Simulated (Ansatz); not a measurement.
## CaSe: single-point calculation

- system: CaSe (Fm-3m, 2 atoms in the cell)
- method: DFT, PBE, PAW with Ansatz's default frozen-core files, fully relativistic files with spin-orbit coupling (Ansatz 0.2.0)

The structure derives from an entry of the Crystallography Open Database. It belongs to a series of runs on one base structure; here: spin-orbit coupling on, PAW files.

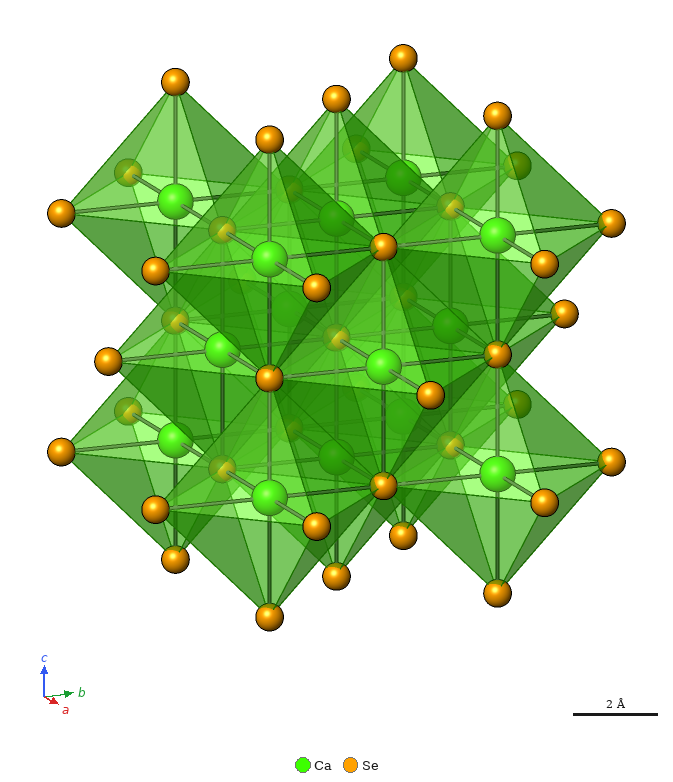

**Figure 1.** The structure (polyhedral view of the cell 4 times as large as that of the calculation, set on its symmetry axes, seen slightly off an axis; polyhedra are completed across the faces of the cell). An atom can appear more than once, as a periodic image.

### Results in brief

- outcome: converged
- space group (tolerance 0.01 Å): Fm-3m (225)
- electrons treated: 26
- free energy: −7290.1989 eV
- Fermi energy: 8.197 eV
- gap on the k-point mesh: 1.96 eV
- net moment of the cell: 0.00 μB
- integrated absolute moment: 0.00 μB
- pressure: 1.17 GPa
- field gradient V_zz (10²¹ V/m²): zero at all sites
- largest force (length of the vector): under 0.001 eV/Å
- hardware: 1 thread of Intel Xeon (Granite Rapids), 32 GiB of memory available, shared host
- wall time: 7.8 s
- peak memory: 0.59 GiB

### Input
```yaml
crystal:
  lattice:
    - [0.0, 2.956, 2.956]
    - [2.956, 0.0, 2.956]
    - [2.956, 2.956, 0.0]
  atoms:
    - { symbol: Ca, position: [0.0, 0.0, 0.0] }
    - { symbol: Se, position: [0.5, 0.5, 0.5] }
kpoints:
  mp_grid: { grid: [7, 7, 7] }
  band_path:
    path:
      - [0.0, 0.0, 0.0]
      - [0.5, 0.0, 0.5]
      - [0.625, 0.25, 0.625]
      - [0.375, 0.375, 0.75]
      - [0.0, 0.0, 0.0]
      - [0.5, 0.5, 0.5]
      - [0.5, 0.25, 0.75]
      - [0.5, 0.0, 0.5]
    npoints: 5
scf:
  occupations: { method: fermi_dirac, width: 0.02 }
hamiltonian:
  xc: pbe
  pseudopotentials: { kind: paw_fr }
output:
  forces: true
  stress: true
  eigenvalues: true
  efg: { contact_densities: true }
magnetization:
  noncollinear: true
  spin_orbit: true
```

Run as:
```bash
ansatz run input.yaml --threads 1 --pin off --max-ram 2048MiB --backend cpu --events-out ev --progress --plain --runs-dir out
```

### Output
```
Engine: ansatz 0.2.0, x86_64-unknown-linux-gnu
Pseudopotentials: kind: paw_fr
Pseudopotential: Ca, paw_fr, valence charge 10, recommended cutoff 420 eV (normal), Ca.paw.azcp#standard-fr
Pseudopotential: Se, paw_fr, valence charge 16, recommended cutoff 420 eV (normal), Se.paw.azcp#standard-fr
Functional definition: PBE
  parameter kappa = 0.804
  parameter beta = 0.06672455060314922
  exchange = pbe_x(kappa = kappa, mu = beta*pi^2/3)
  correlation = pbe_c(beta = beta)
non-collinear run that drives no moment, with spin-orbit: no starting moment large enough to seed its density (crystal.atoms[].spin), no starting occupations that ask for one, no magnetisation constraint and no magnetic field, so the semilocal B_xc is pinned to zero
Crystal: 2 atoms, lattice volume = 51.659 Å³
Basis set: ecut = 420 eV, 965 PW (Γ), exchange–correlation on 60×60×60 points (8 copies of the dense FFT grid, shifted against one another)
Bands: 34, of which v1, the nominal top of the filled ones, is band 26 counted from 1 (25 counted from 0)
Symmetry: 48 space group operations + 48 with time reversal
Magnetic group: BNS 225.117 (UNI 1619), of the structure as read, at distance tolerance 3.7e-5 Å
k-points: 20 of 343
Projection manifold: j_resolved (fully-relativistic pseudo-atomic orbitals)
Non-local potential: Ca, projectors of the file, l = 0: 3, l = 1: 4, l = 2: 4
Non-local potential: Se, projectors of the file, l = 0: 2, l = 1: 4, l = 2: 6, l = 3: 2
PAW form: soft (Blöchl's): semilocal exchange-correlation on the pseudo side does not see the compensation charge
PAW one-centre angular grid: Ca, 110 points (default); XC on 64 Gauss nodes
PAW one-centre angular grid: Se, 590 points (default); XC on 96 Gauss nodes
Initial density: superposition of atomic densities (chi_scale 0.1, normalization cell, long waves kept (reshape's long-wave potential 0.00 eV rms))
Initial wavefunctions: pseudopotential atomic-orbital guess
Functional: x = pbe(κ = 0.804, μ = 0.2195149727645171), c = pbe(β = 0.06672455060314922)
SCF iter   1: F=—  HF=-7291.380971 eV  |F-HF|=—  |Δ(HF+E_count)|=         —  Δρ=6.28e-2  dr2=3.39e0  dr2_m=0.00e0 (ungated)  ethr=3.10e-3  |M|=0.00e0 ∫|m|=0.00e0 μB  |m|>n=0.0e0 m-floor=0.0e0 τ_xc=0.0e0  β_m=0.30  ⟨swp⟩=9.8  Hψ=2490  notcnv=0
preconditioner: auto → none  [insulator: Δε(μ)=0.384 eV  Ē_g=7.055 eV  σ=0.020 eV  W_gap=1.00  n_scr=14 (ndim 8)  ℏωp=14.6 eV  f_vac=0.000  D(μ)=0.00/eV (n_scr^D=0)  ε∞_Penn≈5.3]
SCF iter   2: F=—  HF=-7290.282917 eV  |F-HF|=—  |Δ(HF+E_count)|=    1.10e0  Δρ=2.36e-2  dr2=2.77e-1  dr2_m=0.00e0 (ungated)  ethr=3.10e-3  |M|=0.00e0 ∫|m|=0.00e0 μB  |m|>n=0.0e0 m-floor=0.0e0 τ_xc=0.0e0  β_m=0.34  ⟨swp⟩=3.1  Hψ=688  notcnv=0  defer=52
SCF iter   3: F=—  HF=-7290.205140 eV  |F-HF|=—  |Δ(HF+E_count)|=   7.78e-2  Δρ=1.31e-2  dr2=6.52e-2  dr2_m=0.00e0 (ungated)  ethr=1.06e-3  |M|=0.00e0 ∫|m|=0.00e0 μB  |m|>n=0.0e0 m-floor=0.0e0 τ_xc=0.0e0  β_m=0.56  ⟨swp⟩=4.0  Hψ=543  notcnv=0  defer=52
SCF iter   4: F=—  HF=-7290.199342 eV  |F-HF|=—  |Δ(HF+E_count)|=   5.80e-3  Δρ=2.24e-3  dr2=3.31e-3  dr2_m=0.00e0 (ungated)  ethr=2.51e-4  |M|=0.00e0 ∫|m|=0.00e0 μB  |m|>n=0.0e0 m-floor=0.0e0 τ_xc=0.0e0  β_m=0.60  ⟨swp⟩=3.0  Hψ=578  notcnv=0  defer=52
SCF iter   5: F=—  HF=-7290.198903 eV  |F-HF|=—  |Δ(HF+E_count)|=   4.39e-4  Δρ=3.32e-4  dr2=8.05e-5  dr2_m=0.00e0 (ungated)  ethr=1.27e-5  |M|=0.00e0 ∫|m|=0.00e0 μB  |m|>n=0.0e0 m-floor=0.0e0 τ_xc=0.0e0  β_m=0.69  ⟨swp⟩=3.6  Hψ=647  notcnv=0  defer=52
SCF iter   6: F=—  HF=-7290.198902 eV  |F-HF|=—  |Δ(HF+E_count)|=   1.50e-6  Δρ=1.03e-4  dr2=3.17e-6  dr2_m=0.00e0 (ungated)  ethr=3.10e-7  |M|=0.00e0 ∫|m|=0.00e0 μB  |m|>n=0.0e0 m-floor=0.0e0 τ_xc=0.0e0  β_m=0.75  ⟨swp⟩=2.0  Hψ=523  notcnv=0  defer=52
SCF iter   7: F=—  HF=-7290.198903 eV  |F-HF|=—  |Δ(HF+E_count)|=   1.05e-6  Δρ=2.45e-5  dr2=5.54e-7  dr2_m=0.00e0 (ungated)  ethr=1.22e-8  |M|=0.00e0 ∫|m|=0.00e0 μB  |m|>n=0.0e0 m-floor=0.0e0 τ_xc=0.0e0  β_m=0.76  ⟨swp⟩=2.5  Hψ=513  notcnv=0  defer=52
SCF iter   8: F=-7290.198902 eV  HF=-7290.198902 eV  |F-HF|=2.65e-8  |Δ(HF+E_count)|=   2.13e-7  Δρ=5.87e-6  dr2=3.23e-8  dr2_m=0.00e0 (ungated)  ethr=3.85e-10  |M|=0.00e0 ∫|m|=0.00e0 μB  |m|>n=0.0e0 m-floor=0.0e0 τ_xc=0.0e0  ⟨swp⟩=10.3  Hψ=1637  notcnv=0
SCF 1 converged in 8 iterations: F = -7290.198902 eV  dr2 = 3.23e-8
  greatest PAW one-centre occupation: 0.999 electrons in one spin orbital (limit 2), on the Se atom at site 1 (counted from 0), in its partial waves of l = 2
NSCF: frozen V_eff on 36 k-points
SCF converged after 8 iterations
Magnetization: |M| = 0.0000 μB,  M = (+0.0000, +0.0000, +0.0000) μB
Absolute magnetization: 0.0000 μB (∫|m|)
  site 0: m = (+0.0000, +0.0000, +0.0000) μB, |m| = 0.0000 μB  (R = 1.22 Å)
  site 1: m = (+0.0000, +0.0000, +0.0000) μB, |m| = 0.0000 μB  (R = 1.22 Å)
Free energy (F): -7290.198902 eV
Harris-Foulkes:  -7290.198902 eV  (|F-HF|=2.65e-8)
Internal energy: -7290.198902 eV  (E = F + TS)
E sigma→0 (E₀):  -7290.198902 eV
Fermi energy:    8.197358 eV
--- Per-component energies (eV) ---
  E_band       = -510.311440
  E_kinetic    = 398.799215
  E_local      = -3201.881271  (includes V_loc(G=0)·N_el)
  E_nonlocal   = -532.971108
  E_hartree    = 1471.074096
  E_xc         = -243.297074
  E_vxc        = -271.831882  (∫ρ·V_xc dr)
  E_paw        = -2769.487817  (= ΣΔE_a)
  E_vpaw       = 155.425568  (= ΣTr[D̂ρ^β])
  E_aug_tail   = -0.000592  (compensation charges beyond the density's cutoff)
  E_ewald      = -2412.434353
  E_smearing   = -0.000000  (= −TS)
  E_closure    = -0.000000  (closes the sum)
  Σ components = -7290.198902   (vs F -7290.198902, Δ=0.00e0)
--- Forces (eV/Å), atoms counted from 1 ---
  atom   1  Ca     0.00000000    -0.00000000    -0.00000000
  atom   2  Se     0.00000000    -0.00000000     0.00000000
  max |Σ_I F_I| component: 7.39e-29 eV/Å
--- Stress (GPa, compression-positive) ---
        1.174740       0.000000      -0.000000
       -0.000000       1.174740       0.000000
       -0.000000      -0.000000       1.174740
  P = ⅓ Tr σ = 1.1747 GPa (11.747 kbar)
--- PAW observables at the nuclei: V_zz in 10²¹ V/m², potentials from the cell's mean, atoms counted from 1 ---
  atom   1  Ca V_zz =    -0.000000   η = 0.0000   by run symmetry: forbidden
            electrostatic potential = -2214.183760 V   contact ρ = 41261.432773 e/Å³
  atom   2  Se V_zz =    -0.000000   η = 0.0000   by run symmetry: forbidden
            electrostatic potential = -4710.916777 V   contact ρ = 263103.245098 e/Å³
--- Band table (eV; the first three rows and the last of 20) ---
  k-point 0: bands = ["-39.2826", "-39.2826", "-39.2826", "-39.2826", "-38.3904", "-38.3904", "-38.3904", "-38.3904", "-38.3871", "-38.3871", "-32.6603", "-32.6603", "-13.9073", "-13.9073", "-13.5287", "-13.5287", "-13.5287", "-13.5287", "-4.7034", "-4.7034", "6.8197", "6.8197", "7.2303", "7.2303", "7.2303", "7.2303", "10.4527", "10.4527", "10.8038", "10.8038", "10.8038", "10.8038", "10.8136", "10.8136"]
  k-point 1: bands = ["-39.2826", "-39.2826", "-39.2826", "-39.2826", "-38.3904", "-38.3904", "-38.3904", "-38.3904", "-38.3871", "-38.3871", "-32.6590", "-32.6590", "-13.9154", "-13.9154", "-13.5441", "-13.5441", "-13.5302", "-13.5302", "-4.5837", "-4.5837", "6.1056", "6.1056", "6.7117", "6.7117", "6.9166", "6.9166", "10.7217", "10.7217", "11.0759", "11.0759", "11.0777", "11.0777", "11.6317", "11.6317"]
  k-point 2: bands = ["-39.2826", "-39.2826", "-39.2826", "-39.2826", "-38.3904", "-38.3904", "-38.3903", "-38.3903", "-38.3870", "-38.3870", "-32.6562", "-32.6562", "-13.9352", "-13.9352", "-13.5762", "-13.5762", "-13.5334", "-13.5334", "-4.2973", "-4.2973", "4.7660", "4.7660", "6.1729", "6.1729", "6.3811", "6.3811", "10.9045", "10.9045", "11.7216", "11.7216", "11.7223", "11.7223", "13.0307", "13.0307"]
  k-point 19: bands = ["-39.2826", "-39.2826", "-39.2826", "-39.2826", "-38.3904", "-38.3904", "-38.3903", "-38.3903", "-38.3870", "-38.3870", "-32.6512", "-32.6512", "-13.9564", "-13.9564", "-13.5921", "-13.5921", "-13.5695", "-13.5695", "-4.0338", "-4.0338", "4.8792", "4.8792", "5.0640", "5.0640", "5.7160", "5.7160", "11.0771", "11.0771", "11.9746", "11.9746", "12.5511", "12.5511", "12.9242", "12.9242"]
```
